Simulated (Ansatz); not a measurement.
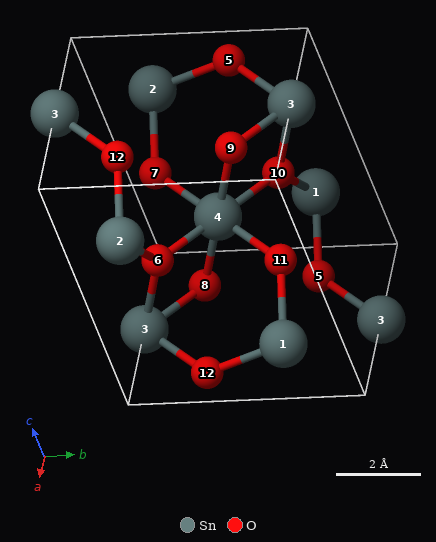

Fig. 1: The input geometry (ball-and-stick view of the cell of the calculation, seen at an oblique angle; atoms are numbered from 1 in the order of the input). An atom can appear more than once, as a periodic image.

## Band-structure calculation of SnO₂

System: SnO₂ (P4₂/mnm, 12 atoms in the cell).
Method: DFT PBE, scalar-relativistic, plane waves, PAW, no spin polarisation (Ansatz 0.2.0).

The structure was made by a generator, so it may or may not be a known phase. Figures and captions count atoms from 1; the log counts them from 0 in places.

The input
```yaml
crystal:
  lattice:
    - [-3.2382539508, 3.413489471, 3.413520788]
    - [3.2382539508, -3.413489471, 3.413520788]
    - [3.2382539508, 3.413489471, -3.413520788]
  atoms:
    - { symbol: Sn, position: [0.9999994769, 0.7499994769, 0.25] }
    - { symbol: Sn, position: [5.231e-07, 0.2500005231, 0.75] }
    - { symbol: Sn, position: [0.5, 0.0, 0.0] }
    - { symbol: Sn, position: [0.5, 0.5, 0.5] }
    - { symbol: O, position: [0.1934204716, 0.6934207181, 2.465e-07] }
    - { symbol: O, position: [0.6934247751, 0.2500025464, 0.4434222287] }
    - { symbol: O, position: [0.1934204716, 0.1934202251, 0.4999997535] }
    - { symbol: O, position: [0.3065803177, 0.2500025464, 0.0565777713] }
    - { symbol: O, position: [0.6934196823, 0.7499974536, 0.9434222287] }
    - { symbol: O, position: [0.3065752249, 0.7499974536, 0.5565777713] }
    - { symbol: O, position: [0.8065795284, 0.8065797749, 0.5000002465] }
    - { symbol: O, position: [0.8065795284, 0.3065792819, 0.9999997535] }
basis:
  ecutwfc: 420
kpoints:
  mp_grid: { grid: [6, 6, 6] }
  band_path:
    path:
      - [[0.0, 0.0, 0.0], [0.0, -0.5, 0.5], [-0.5, -0.50000459, 0.50000459], [0.0, 0.0, 0.0], [-0.5, 0.5, 0.5], [-0.5, 0.0, 1.0], [-1.0, -4.59e-06, 1.00000459], [-0.5, 0.5, 0.5]]
      - [[0.0, -0.5, 0.5], [-0.5, 0.0, 1.0]]
      - [[-0.5, -0.50000459, 0.50000459], [-1.0, -4.59e-06, 1.00000459]]
    npoints: 10
hamiltonian:
  xc: pbe
scf:
  occupations: { method: gaussian, width: 0.02 }
  n_extra_bands: 30
output:
  forces: true
  stress: true
  eigenvalues: true
  populations: true
  dos: { projected: true, de: 0.02, nscf_kmesh: { grid: [9, 9, 9] } }
  bader: false
  write_density: true
  write_potential: true
  elf: true
  volumetric_format: npy
```

Command:
```bash
ansatz run input.yaml --threads 1 --pin off --max-ram 2560MiB --backend cpu --events-out ev --progress --plain --runs-dir out
```

The program's output
```
Warning: the atoms were moved onto the symmetric positions of the space group found under crystal.symmetry.tolerance 1.0e-5 (fractional; no operation is sought that the atoms, as they stand in a round, miss by more than twice it, and no atom is moved by as much as it), and the run uses the moved positions. Before a round's move an operation carried an atom to 3.48e-5 Å from where it should land, the largest such distance. Atom 5 (counting from 0) moved farthest, by 1.74e-5 Å; the longest move in fractions of the cell, of whichever atom, is 0.36 of the tolerance, in 1 round. To run the atoms as typed, lower crystal.symmetry.tolerance until the operations that they miss are no longer found, or set crystal.symmetry.detect: false (a key that needs symmetry detection or time reversal refuses this as the deck is read). The positions used, in the order of the run's atom list: position: [1.0, 0.75, 0.25]; position: [1.013750207097628e-17, 0.25, 0.75]; position: [0.5, 0.0, 0.0]; position: [0.5, 0.5, 0.5]; position: [0.1934204716, 0.6934204716000001, 1.4250852881520773e-17]; position: [0.6934222287, 0.25, 0.4434222287]; position: [0.1934204716, 0.19342047160000003, 0.5]; position: [0.3065777713, 0.25, 0.0565777713]; position: [0.6934222287, 0.75, 0.9434222287]; position: [0.3065777713, 0.75, 0.5565777713]; position: [0.8065795284, 0.8065795284, 0.5]; position: [0.8065795284, 0.30657952839999997, 1.0];
Warning: 16 symmetry operations that the atoms keep within the bar at which the run's group was sought (crystal.symmetry.tolerance 1.0e-5, or twice it) were not taken beside the 16 unitary ones that the detection took (of a slab, those that keep its plane). If the more symmetric cell is meant, write the vectors of crystal.lattice to more decimals, or, with the positions in fractional coordinates, give it by lengths and angles (which lays the cell in the standard orientation, to which the deck's other Cartesian keys then refer), with the lengths that are meant to be equal typed equal, the angles likewise, and each angle that the symmetry fixes typed at its exact value (of a frozen-density pass: in the run whose state it reads). The detection then takes those 16 too, where the atoms keep them as a group. The lattice (crystal.lattice as typed, or as saved on a frozen-density pass laid at its state's geometry) misses each of them by more than the tolerance, the farthest off changing a squared length by the fraction 1.8e-5. The run does not impose them: its cell is that one, or, where this deck is also told that its lattice was moved onto its group, that cell laid onto the operations that were taken. If the cell is strained on purpose, what lies past the tolerance is rightly left out.
scf.n_extra_bands = 30 over 52 filled bands (N_el = 104.0): the run solves 82 bands
Engine: ansatz 0.2.0, aarch64-unknown-linux-gnu
Pseudopotentials: kind: paw
Pseudopotential: Sn, paw, valence charge 14, recommended cutoff 420 eV (normal), Sn.paw.azcp
Pseudopotential: O, paw, valence charge 6, recommended cutoff 420 eV (normal), O.paw.azcp
Functional definition: PBE
  parameter kappa = 0.804
  parameter beta = 0.06672455060314922
  exchange = pbe_x(kappa = kappa, mu = beta*pi^2/3)
  correlation = pbe_c(beta = beta)
Crystal: 12 atoms, lattice volume = 150.929 Å³
Basis set: ecut = 420 eV, 2975 PW (Γ), exchange–correlation on 80×80×80 points (8 copies of the dense FFT grid, shifted against one another)
Bands: 82, of which v1, the nominal top of the filled ones, is band 52 counted from 1 (51 counted from 0)
Symmetry: 16 space group operations
Space group: Cmmm (ITA 65), of the structure as read, at distance tolerance 5.3e-5 Å
k-points: 46 of 216
Non-local potential: Sn, projectors of the file, l = 0: 2, l = 1: 2, l = 2: 2, l = 3: 2
Non-local potential: O, projectors of the file, l = 0: 2, l = 1: 2, l = 2: 1
PAW form: soft (Blöchl's): semilocal exchange-correlation on the pseudo side does not see the compensation charge
PAW one-centre angular grid: Sn, 590 points (default); XC on 64 Gauss nodes
PAW one-centre angular grid: O, 110 points (default); XC on 64 Gauss nodes
Initial density: superposition of atomic densities (neutral atoms: chi_scale 0, normalization atom), corrected by the library's trained network
Initial wavefunctions: pseudopotential atomic-orbital guess
Functional: x = pbe(κ = 0.804, μ = 0.2195149727645171), c = pbe(β = 0.06672455060314922)
SCF iter   1: F=—  HF=-28635.936508 eV  |F-HF|=—  |Δ(HF+E_count)|=         —  Δρ=1.29e-3  dr2=1.11e-3  ethr=1.77e-3  ⟨swp⟩=5.7  Hψ=15982  notcnv=0  defer=509
preconditioner: auto → Resta (q_TF=auto, 2.564 Å⁻¹)  ε∞=2.8  [insulator: Δε(μ)=0.682 eV  Ē_g=23.083 eV  σ=0.020 eV  W_gap=1.00  n_scr=42 (ndim 8)  ℏωp=30.8 eV  f_vac=0.038  D(μ)=0.00/eV (n_scr^D=0)  ε∞_Penn≈2.8]
SCF iter   2: F=—  HF=-28635.938206 eV  |F-HF|=—  |Δ(HF+E_count)|=   1.70e-3  Δρ=6.29e-4  dr2=2.28e-4  ethr=1.07e-6  ⟨swp⟩=2.5  Hψ=6993  notcnv=0  defer=986
SCF iter   3: F=—  HF=-28635.938701 eV  |F-HF|=—  |Δ(HF+E_count)|=   4.96e-4  Δρ=2.80e-4  dr2=6.39e-5  ethr=2.19e-7  ⟨swp⟩=2.8  Hψ=5067  notcnv=0  defer=986
SCF iter   4: F=—  HF=-28635.938878 eV  |F-HF|=—  |Δ(HF+E_count)|=   1.77e-4  Δρ=3.55e-5  dr2=1.62e-6  ethr=6.14e-8  ⟨swp⟩=2.0  Hψ=4107  notcnv=0  defer=986
SCF iter   5: F=—  HF=-28635.938881 eV  |F-HF|=—  |Δ(HF+E_count)|=   2.40e-6  Δρ=1.24e-5  dr2=1.62e-7  ethr=1.56e-9  ⟨swp⟩=2.0  Hψ=5025  notcnv=0  defer=986
SCF iter   6: F=-28635.938881 eV  HF=-28635.938881 eV  |F-HF|=2.33e-8  |Δ(HF+E_count)|=   9.12e-8  Δρ=7.35e-6  dr2=6.36e-8  ethr=9.62e-11  ⟨swp⟩=18.2  Hψ=31816  notcnv=0
SCF 1 converged in 6 iterations: F = -28635.938881 eV  dr2 = 6.36e-8
  greatest PAW one-centre occupation: 0.996 electrons in one spin orbital (limit 2), on the Sn atom at site 1 (counted from 0), in its partial waves of l = 2
NSCF: frozen V_eff on 93 k-points
NSCF: frozen V_eff on 125 k-points
SCF converged after 6 iterations
Free energy (F): -28635.938881 eV
Harris-Foulkes:  -28635.938881 eV  (|F-HF|=2.33e-8)
Internal energy: -28635.938881 eV  (E = F + TS)
E sigma→0 (E₀):  -28635.938881 eV
Fermi energy:    9.081507 eV
--- Per-component energies (eV) ---
  E_band       = -309.477948
  E_kinetic    = 2155.973208
  E_local      = -5927.176093  (includes V_loc(G=0)·N_el)
  E_nonlocal   = 267.672156
  E_hartree    = 3047.916283
  E_xc         = -2106.478094
  E_vxc        = -1123.306163  (∫ρ·V_xc dr)
  E_paw        = -17856.700387  (= ΣΔE_a)
  E_vpaw       = -1778.496876  (= ΣTr[D̂ρ^β])
  E_aug_tail   = 0.019727  (compensation charges beyond the density's cutoff)
  E_ewald      = -8217.165681
  E_smearing   = -0.000000  (= −TS)
  E_closure    = -0.000000  (closes the sum)
  Σ components = -28635.938881   (vs F -28635.938881, Δ=0.00e0)
--- Forces (eV/Å), atoms counted from 1 ---
  atom   1  Sn     0.00000000     0.00000000     0.00000000
  atom   2  Sn     0.00000000     0.00000000    -0.00000000
  atom   3  Sn     0.00000000     0.00000000    -0.00000000
  atom   4  Sn     0.00000000     0.00000000    -0.00000000
  atom   5  O     -0.00000000     0.00000000     0.00012643
  atom   6  O     -0.00000000    -0.00021177     0.00000000
  atom   7  O     -0.00000000     0.00000000     0.00012643
  atom   8  O      0.00000000     0.00021177     0.00000000
  atom   9  O     -0.00000000    -0.00021177     0.00000000
  atom  10  O      0.00000000     0.00021177     0.00000000
  atom  11  O      0.00000000    -0.00000000    -0.00012643
  atom  12  O      0.00000000    -0.00000000    -0.00012643
  max |Σ_I F_I| component: 6.91e-18 eV/Å
--- Stress (GPa, compression-positive) ---
       -0.004375       0.000000       0.000000
        0.000000       0.005781      -0.000000
        0.000000      -0.000000       0.001778
  P = ⅓ Tr σ = 0.0011 GPa (0.011 kbar)
--- Band table (eV; the first three rows and the last of 46) ---
  k-point 0: bands = ["-12.2976", "-12.0911", "-12.0911", "-11.6687", "-11.6687", "-11.6399", "-11.4399", "-11.4140", "-11.4139", "-11.3412", "-11.3149", "-11.3076", "-11.3076", "-11.2600", "-11.2599", "-11.2460", "-11.2172", "-11.2171", "-11.2140", "-11.2139", "-9.9093", "-8.1986", "-8.1986", "-8.1971", "-8.1970", "-6.9851", "-6.9851", "-6.6819", "0.7837", "1.0076", "1.0076", "3.9723", "3.9723", "4.8498", "4.8498", "4.9716", "5.8407", "6.2359", "6.2359", "6.3163", "6.3164", "6.7620", "6.7744", "7.4919", "7.4919", "7.8271", "7.8272", "7.9638", "7.9638", "8.0055", "8.0055", "8.7414", "9.4216", "13.1050", "13.1052", "14.4456", "14.8205", "14.8205", "17.3674", "17.3676", "18.8830", "18.9670", "19.3185", "19.3185", "19.3625", "19.3625", "20.2357", "20.2360", "20.9831", "21.0267", "21.5831", "21.5832", "23.1789", "23.7395", "23.7397", "24.0303", "24.0305", "25.2248", "25.9317", "25.9318", "27.3101", "27.4255"]
  k-point 1: bands = ["-12.2506", "-12.1059", "-12.0539", "-11.6901", "-11.6324", "-11.6153", "-11.4752", "-11.4698", "-11.4260", "-11.3509", "-11.3101", "-11.3037", "-11.3028", "-11.2615", "-11.2600", "-11.2480", "-11.2371", "-11.2355", "-11.2228", "-11.2220", "-9.8291", "-8.3221", "-8.2050", "-8.1237", "-8.1104", "-7.0646", "-6.9844", "-6.7445", "0.8759", "1.1678", "1.2604", "4.1520", "4.1555", "4.5805", "4.9129", "5.0515", "5.2453", "5.9461", "6.1204", "6.1260", "6.2542", "6.8415", "7.0598", "7.2264", "7.2781", "7.7763", "7.7931", "7.8355", "7.9307", "7.9648", "8.0228", "8.6387", "10.2467", "13.2440", "13.3210", "14.4547", "15.1978", "15.2022", "17.2191", "17.5264", "18.3282", "18.9626", "19.2040", "19.3664", "19.6267", "19.6519", "20.1406", "20.2428", "20.9026", "20.9992", "21.3764", "21.5851", "22.8870", "23.0781", "23.5036", "23.5055", "24.6891", "25.0144", "26.0707", "26.0755", "26.2202", "26.2400"]
  k-point 2: bands = ["-12.1329", "-12.0941", "-11.9478", "-11.7574", "-11.7208", "-11.6137", "-11.5289", "-11.5211", "-11.3939", "-11.3499", "-11.3076", "-11.2979", "-11.2901", "-11.2862", "-11.2670", "-11.2668", "-11.2586", "-11.2538", "-11.2399", "-11.2395", "-9.5783", "-8.6937", "-8.1603", "-8.0183", "-7.8788", "-7.2806", "-6.9656", "-6.8689", "1.1597", "1.4939", "1.9382", "3.8424", "4.3514", "4.6550", "4.6672", "4.9713", "5.1121", "5.3050", "5.8165", "6.0035", "6.1071", "6.5130", "6.8199", "7.2035", "7.4807", "7.4926", "7.6549", "7.7443", "7.9050", "7.9967", "8.0846", "8.4457", "11.5846", "13.3310", "13.8610", "14.5106", "16.0696", "16.1159", "17.0198", "17.6751", "17.8067", "18.1891", "19.0900", "19.3218", "19.7858", "19.8662", "20.2354", "20.6658", "20.8127", "20.9384", "21.0155", "21.3384", "22.0888", "22.5149", "22.9345", "23.3161", "23.8708", "24.7904", "25.2134", "26.0424", "26.3546", "26.4729"]
  k-point 45: bands = ["-12.0811", "-12.0810", "-12.0573", "-12.0572", "-11.6551", "-11.6550", "-11.4169", "-11.4168", "-11.4159", "-11.4158", "-11.3058", "-11.3057", "-11.2747", "-11.2746", "-11.2648", "-11.2647", "-11.2223", "-11.2222", "-11.2131", "-11.2130", "-8.3468", "-8.3468", "-8.3020", "-8.3020", "-8.3012", "-8.3010", "-6.9153", "-6.9153", "1.7075", "1.7075", "3.2305", "3.2305", "4.6778", "4.6778", "5.0070", "5.0070", "5.0451", "5.0452", "5.8427", "5.8428", "6.1755", "6.1755", "6.8765", "6.8765", "7.2199", "7.2199", "7.4213", "7.4213", "7.5623", "7.5623", "7.8898", "7.8898", "13.0242", "13.0244", "14.3398", "14.3400", "15.9055", "15.9056", "18.1144", "18.1144", "19.0607", "19.0608", "19.1975", "19.1979", "19.2343", "19.2347", "20.8816", "20.8817", "21.0947", "21.0948", "21.2631", "21.2632", "21.9626", "21.9627", "22.2230", "22.2230", "23.0218", "23.0219", "25.6942", "25.6944", "26.3713", "26.3714"]
--- Löwdin populations: 12 sites ---
  site symbol       q [e]
     0     Sn     12.2819
     1     Sn     12.2819
     2     Sn     12.2819
     3     Sn     12.2819
     4      O      6.7953
     5      O      6.7953
     6      O      6.7953
     7      O      6.7953
     8      O      6.7953
     9      O      6.7953
    10      O      6.7953
    11      O      6.7953
  spilling = 0.004903 (of n_electrons = 104.000000)
```

File populations.tsv
```
# site	symbol	l	j	q
# orbitals = lowdin
# n_electrons = 104.000000
# spilling = 0.004903
0	Sn	0_5S	-	0.894431
0	Sn	1_5P	-	1.393816
0	Sn	2_4D	-	9.993605
1	Sn	0_5S	-	0.894431
1	Sn	1_5P	-	1.393816
1	Sn	2_4D	-	9.993605
2	Sn	0_5S	-	0.894443
2	Sn	1_5P	-	1.393819
2	Sn	2_4D	-	9.993605
3	Sn	0_5S	-	0.894443
3	Sn	1_5P	-	1.393819
3	Sn	2_4D	-	9.993605
4	O	0_2S	-	1.732259
4	O	1_2P	-	5.063089
5	O	0_2S	-	1.732251
5	O	1_2P	-	5.063058
6	O	0_2S	-	1.732259
6	O	1_2P	-	5.063089
7	O	0_2S	-	1.732251
7	O	1_2P	-	5.063058
8	O	0_2S	-	1.732251
8	O	1_2P	-	5.063058
9	O	0_2S	-	1.732251
9	O	1_2P	-	5.063058
10	O	0_2S	-	1.732259
10	O	1_2P	-	5.063089
11	O	0_2S	-	1.732259
11	O	1_2P	-	5.063089
```

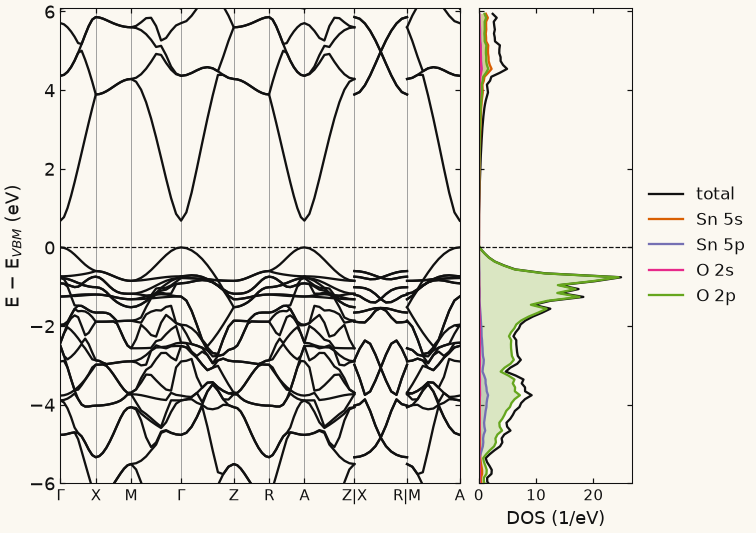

Fig. 2: Band structure along Γ–X–M–Γ–Z–R–A–Z|X–R|M–A and density of states (projected on Löwdin-orthogonalised atomic shells), with energies from the valence-band top. There is a gap of 0.68 eV on this path, direct, at Γ.

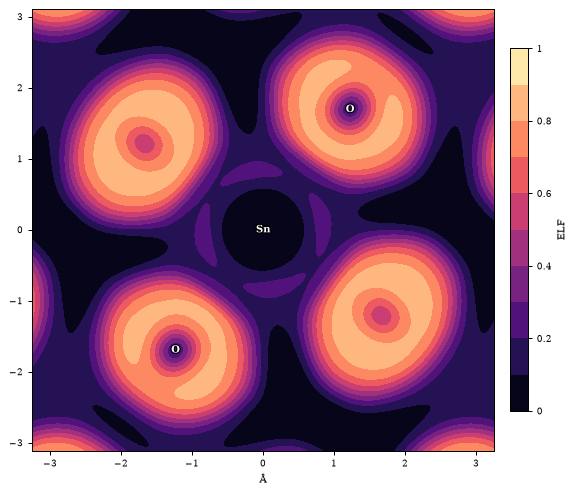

Fig. 3: ELF on the (001) plane of the calculation cell. Atoms in the plane: Sn and O. Sn–O (2.09 Å): the ELF is about 0.25 at the midpoint. Core electrons are frozen (PAW), so the fields are smoothed inside the atomic spheres.

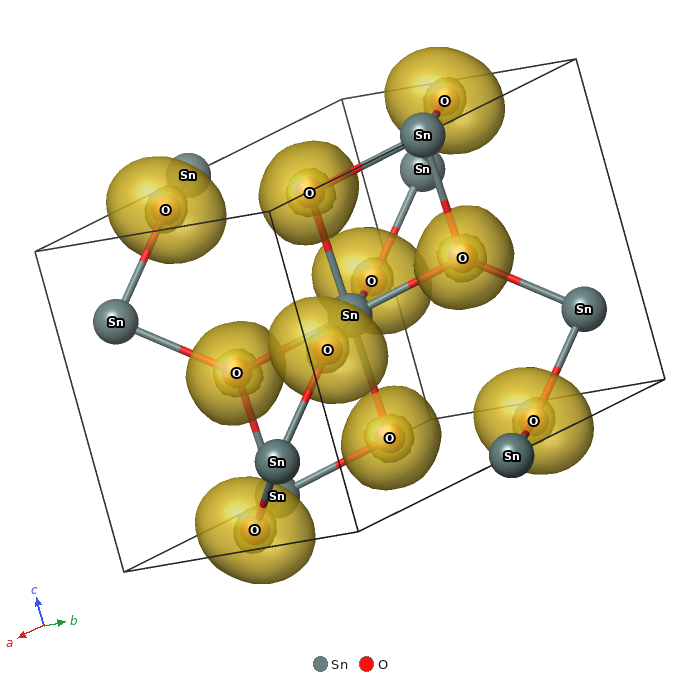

Fig. 4: Isosurface of the ELF at 0.7 (yellow), seen at an oblique angle. Core shells and regions of very low density are left out. Sticks mark near contacts. The outline is the calculation cell. Profiles from the grid: Sn–O (2.09 Å): the ELF is about 0.25 at the midpoint.

Key numbers

- outcome: converged
- space group (tolerance 0.01 Å): P4₂/mnm (136)
- electrons treated: 104
- free energy: −28635.9389 eV
- Fermi energy: 9.082 eV
- gap on the k-point mesh: 0.68 eV
- gap on the band path: 0.68 eV
- pressure: 0.00 GPa
- largest force (length of the vector): under 0.001 eV/Å
- hardware: 1 thread of Arm Neoverse V2, 24 GiB of memory available, shared host
- wall time: 2.4 min
- peak memory: 1 GiB

Warnings of the run: near-symmetries of the structure were not used; the structure was made exactly symmetric.
